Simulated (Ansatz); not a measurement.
**Run report: Tl, single-point calculation**

System: Tl (P6₃/mmc, 2 atoms in the cell).
Method: DFT PBEsol, scalar-relativistic, plane waves, PAW, no spin polarisation (Ansatz 0.2.0).

The structure derives from an entry of the Crystallography Open Database. Figures and captions count atoms from 1; the log counts them from 0 in places.

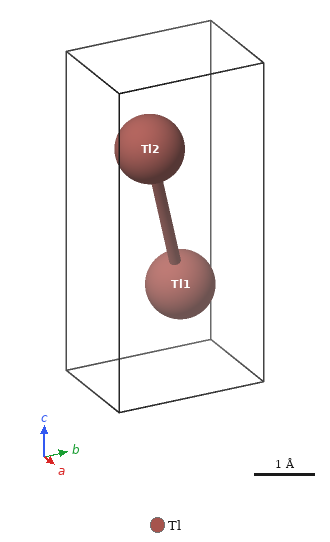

The input geometry (ball-and-stick view of the cell of the calculation, seen slightly off an axis; atoms are numbered from 1 in the order of the input). An atom can appear more than once, as a periodic image. Near neighbours in the periodic cell (some may lie outside the picture): Tl has 12 Tl at 3.41 to 3.46 Å.

**Input**
```yaml
crystal:
  lattice:
    - [3.4559983565, 0.0, 0.0]
    - [-1.7279991783, 2.9929823722, 0.0]
    - [0.0, 0.0, 5.525]
  atoms:
    - { symbol: Tl, position: [0.3333333333, 0.6666666667, 0.25] }
    - { symbol: Tl, position: [0.6666666667, 0.3333333333, 0.75] }
basis:
  ecutwfc: 420
kpoints:
  mp_grid: { grid: [18, 18, 10] }
hamiltonian:
  xc: pbesol
scf:
  occupations: { method: gaussian, width: 0.15 }
output:
  forces: true
  stress: true
  eigenvalues: true
  write_density: true
  write_potential: true
  elf: true
  volumetric_format: npy
```

Hardware: 1 thread of Arm Neoverse V1, 24 GiB of memory available, shared host.

Launch command:
```bash
ansatz run input.yaml --threads 1 --pin off --max-ram 2560MiB --backend cpu --events-out ev --progress --plain --runs-dir out
```

**Output**
```
Engine: ansatz 0.2.0, aarch64-unknown-linux-gnu
Pseudopotentials: kind: paw
Pseudopotential: Tl, paw, valence charge 13, recommended cutoff 420 eV (normal), Tl.paw.azcp
Functional definition: PBEsol
  exchange = pbesol_x
  correlation = pbesol_c
Crystal: 2 atoms, lattice volume = 57.149 Å³
Basis set: ecut = 420 eV, 1105 PW (Γ), exchange–correlation on 48×48×80 points (8 copies of the dense FFT grid, shifted against one another)
Bands: 17, of which v1, the nominal top of the filled ones, is band 13 counted from 1 (12 counted from 0)
Symmetry: 24 space group operations
Space group: P63/mmc (ITA 194), of the structure as read, at distance tolerance 3.9e-5 Å
k-points: 222 of 3240
Non-local potential: Tl, projectors of the file, l = 0: 2, l = 1: 2, l = 2: 2, l = 3: 1
PAW form: soft (Blöchl's): semilocal exchange-correlation on the pseudo side does not see the compensation charge
PAW frozen core: Tl, regenerated for the run's functional, and the local potential with it (the file was generated under x = pbe(κ = 0.804, μ = 0.2195149727645171), c = pbe(β = 0.06672455060314922))
PAW one-centre angular grid: Tl, 590 points (default); XC on 64 Gauss nodes
Initial density: superposition of atomic densities (neutral atoms: chi_scale 0, normalization atom), corrected by the library's trained network
Initial wavefunctions: pseudopotential atomic-orbital guess
Functional: x = pbesol(κ = 0.804, μ = 0.12345679012345678), c = pbesol(β = 0.046)
SCF iter   1: F=—  HF=-22591.362531 eV  |F-HF|=—  |Δ(HF+E_count)|=         —  Δρ=2.65e-3  dr2=4.63e-3  ethr=1.77e-3  ⟨swp⟩=5.4  Hψ=17985  notcnv=0
preconditioner: auto → Kerker (q_TF=auto, 2.393 Å⁻¹)  [metal: Δε(μ)=0.004 eV  Ē_g=13.666 eV  σ=0.150 eV  W_gap=0.02  n_scr=22 (ndim 8)  ℏωp=25.0 eV  f_vac=0.000  D(μ)=0.88/eV (n_scr^D=2)]
SCF iter   2: F=—  HF=-22591.359216 eV  |F-HF|=—  |Δ(HF+E_count)|=   3.32e-3  Δρ=1.09e-3  dr2=9.60e-4  ethr=1.78e-5  ⟨swp⟩=2.5  Hψ=8322  notcnv=0
SCF iter   3: F=—  HF=-22591.358874 eV  |F-HF|=—  |Δ(HF+E_count)|=   3.41e-4  Δρ=3.12e-4  dr2=7.58e-5  ethr=3.69e-6  ⟨swp⟩=2.0  Hψ=5967  notcnv=0
SCF iter   4: F=—  HF=-22591.358863 eV  |F-HF|=—  |Δ(HF+E_count)|=   1.11e-5  Δρ=8.40e-5  dr2=3.09e-6  ethr=2.91e-7  ⟨swp⟩=2.6  Hψ=6648  notcnv=0
SCF iter   5: F=—  HF=-22591.358863 eV  |F-HF|=—  |Δ(HF+E_count)|=   3.96e-7  Δρ=2.40e-5  dr2=2.13e-7  ethr=1.19e-8  ⟨swp⟩=2.0  Hψ=6616  notcnv=0
SCF iter   6: F=-22591.358863 eV  HF=-22591.358863 eV  |F-HF|=2.26e-9  |Δ(HF+E_count)|=   4.04e-8  Δρ=4.25e-6  dr2=8.12e-9  ethr=3.85e-10  ⟨swp⟩=7.6  Hψ=21394  notcnv=0
SCF 1 converged in 6 iterations: F = -22591.358863 eV  dr2 = 8.12e-9
  greatest PAW one-centre occupation: 0.962 electrons in one spin orbital (limit 2), on the Tl atom at site 1 (counted from 0), in its partial waves of l = 2
```

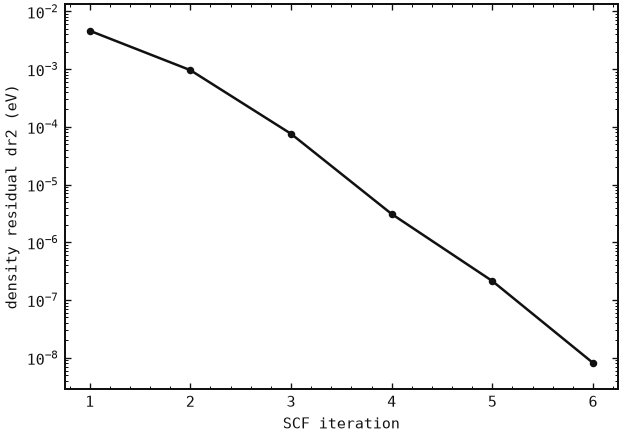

Convergence of the self-consistent field: density residual dr2 against the SCF iteration. The residual falls at every step.

```
SCF converged after 6 iterations
Free energy (F): -22591.358863 eV
Harris-Foulkes:  -22591.358863 eV  (|F-HF|=2.26e-9)
Internal energy: -22591.348905 eV  (E = F + TS)
E sigma→0 (E₀):  -22591.353884 eV
Entropy (-TS):   -0.009958 eV (-4.979 meV/atom)
Fermi energy:    10.240345 eV
--- Per-component energies (eV) ---
  E_band       = 12.649008
  E_kinetic    = 667.224427
  E_local      = -1749.914391  (includes V_loc(G=0)·N_el)
  E_nonlocal   = 638.263686
  E_hartree    = 644.394996
  E_xc         = -457.847780
  E_vxc        = -284.776734  (∫ρ·V_xc dr)
  E_paw        = -20034.735541  (= ΣΔE_a)
  E_vpaw       = -546.940014  (= ΣTr[D̂ρ^β])
  E_aug_tail   = 0.000068  (compensation charges beyond the density's cutoff)
  E_ewald      = -2298.810900
  E_core_change = 0.076530  (= ΣΔE_core)
  E_smearing   = -0.009958  (= −TS)
  E_closure    = 0.000000  (closes the sum)
  Σ components = -22591.358863   (vs F -22591.358863, Δ=0.00e0)
--- Forces (eV/Å), atoms counted from 1 ---
  atom   1  Tl    -0.00000000     0.00000000     0.00000000
  atom   2  Tl     0.00000000    -0.00000000     0.00000000
  max |Σ_I F_I| component: 9.25e-18 eV/Å
--- Stress (GPa, compression-positive) ---
        0.099343      -0.000000       0.000000
       -0.000000       0.099343       0.000000
        0.000000       0.000000      -0.121391
  P = ⅓ Tr σ = 0.0258 GPa (0.258 kbar)
--- Band table (eV; the first three rows and the last of 222) ---
  k-point 0: bands = ["-1.5219", "-1.2862", "-1.2682", "-1.2682", "-1.2140", "-1.2140", "-1.1485", "-1.1485", "-0.8079", "-0.8079", "0.1692", "5.1294", "7.3624", "18.2067", "18.2067", "20.2876", "20.2876"]
  k-point 1: bands = ["-1.5146", "-1.2879", "-1.2797", "-1.2797", "-1.2200", "-1.2200", "-1.1274", "-1.1274", "-0.8115", "-0.8115", "0.2239", "4.6672", "7.9334", "18.2509", "18.2509", "20.2351", "20.2351"]
  k-point 2: bands = ["-1.4935", "-1.2985", "-1.2985", "-1.2955", "-1.2363", "-1.2363", "-1.0804", "-1.0804", "-0.8231", "-0.8231", "0.3908", "3.8345", "9.0919", "18.3812", "18.3812", "18.7643", "20.0799"]
  k-point 221: bands = ["-1.4435", "-1.4435", "-1.2148", "-1.2148", "-1.0953", "-1.0953", "-1.0574", "-1.0574", "-0.7967", "-0.7967", "6.1618", "6.1618", "9.3005", "9.3005", "10.4179", "10.4179", "17.8826"]
```

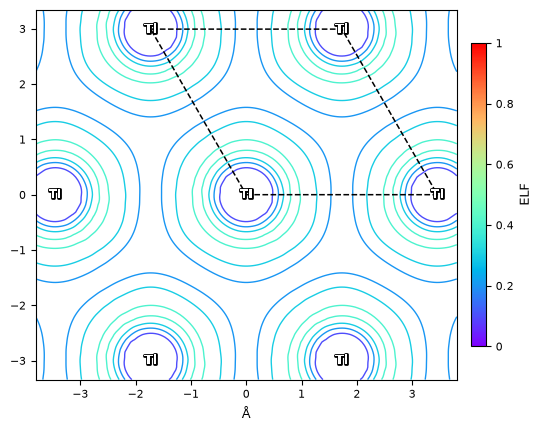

ELF on the (001) plane of the conventional cell. The section cuts through Tl sites. Tl–Tl (3.46 Å): the ELF is about 0.15 at the midpoint; no localised pair between them. In a PAW calculation such maps are meaningful between the atoms, not at the nuclei.

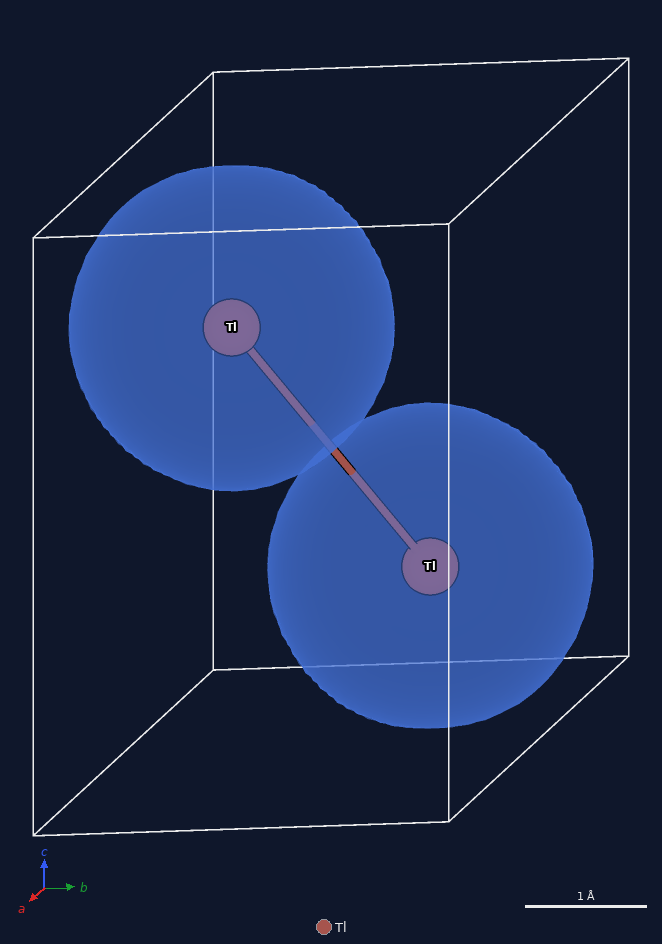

Isosurface of the valence charge density (pseudo) at 0.2 e/Å³ (blue), seen at an oblique angle. Sticks mark near contacts. The outline is the cell set on symmetry axes. At this value the density breaks into separate islands; it holds about 85 % of the electrons treated as valence (semicore included). It is pinched off along the Tl–Tl (3.41 Å) and Tl–Tl (3.46 Å) contacts. On the grid the lowest density along these lines, outside the cores, is 0.12 e/Å³ (Tl–Tl, 3.41 Å) and 0.11 e/Å³ (Tl–Tl, 3.46 Å).

**Results in brief**

```csv
quantity,value
outcome,converged
space group (tolerance 0.01 Å),P6₃/mmc (194)
electrons treated,26
free energy,−22591.3589 eV
Fermi energy,10.240 eV
gap on the k-point mesh,none (metallic)
pressure,0.03 GPa
largest force (length of the vector),under 0.001 eV/Å
wall time,13 s
peak memory,0.43 GiB
```

**Notes**

Spin–orbit coupling is left out, which matters for Tl.
